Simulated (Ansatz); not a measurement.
Consider ZrO$_{2}$.

The calculation's input:

```
crystal:
  lattice:
    - [0.0, 2.535, 2.535]
    - [2.535, 0.0, 2.535]
    - [2.535, 2.535, 0.0]
  atoms:
    - { symbol: Zr, position: [0.0, 0.0, 0.0] }
    - { symbol: O, position: [0.25, 0.25, 0.25] }
    - { symbol: O, position: [0.75, 0.75, 0.75] }
basis:
  ecutwfc: 420
kpoints:
  mp_grid: { grid: [8, 8, 8] }
hamiltonian:
  xc: pbe
scf:
  occupations: { method: gaussian, width: 0.02 }
output:
  forces: true
  stress: true
  eigenvalues: true
  write_density: true
  write_potential: true
  elf: true
  volumetric_format: npy
relax:
  adjacent_minimum: "off"
  f_tol: 0.005
  max_steps: 80
  cell: { stress_tol: 0.05 }
```

Launched as:

```sh
ansatz run input.yaml --threads 4 --pin off --max-ram 10240MiB --backend cpu --events-out ev --progress --plain --runs-dir out
```

Below, planes, directions and counts refer to the conventional cell (a = 5.12 Å, b = 5.12 Å, c = 5.12 Å, α = 90.00°, β = 90.00°, γ = 90.00°).

The fields are those of the relaxed geometry.

Space group Fm-3m.

All numbers below come from Ansatz, DFT PBE, scalar-relativistic, plane waves, PAW.

### What will maps of the valence pseudo-density and electron localisation function show?

Zr–O (2.22 Å): ρ at the midpoint is about 0.51 e/Å³; the ELF peaks at about 0.85 in the valence shell of O, 0.6 Å from its nucleus, and drops to about 0.20 between the two atoms; no shared electron pair shows on this line.

### Metal or insulator at this level of theory?

It is gapped, with a Kohn–Sham gap of 3.3 eV on the k-point mesh, an upper bound to the gap of this method.

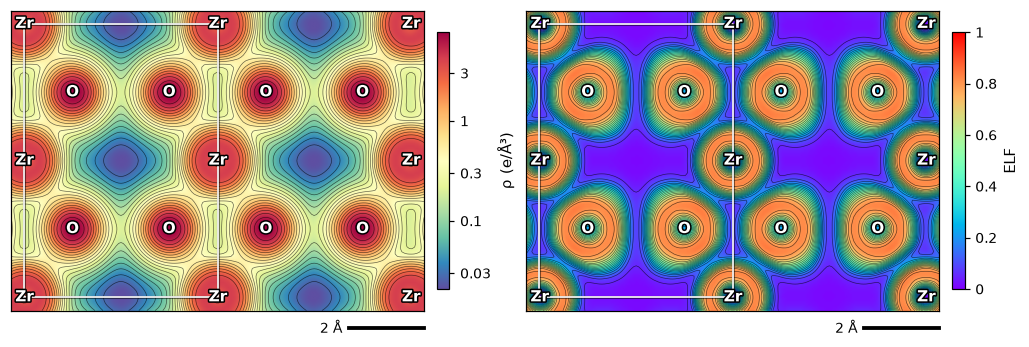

Computed valence pseudo-density and electron localisation function on the (101) plane of the conventional cell, in this order. 

In a PAW calculation such maps are meaningful between the atoms, not at the nuclei.
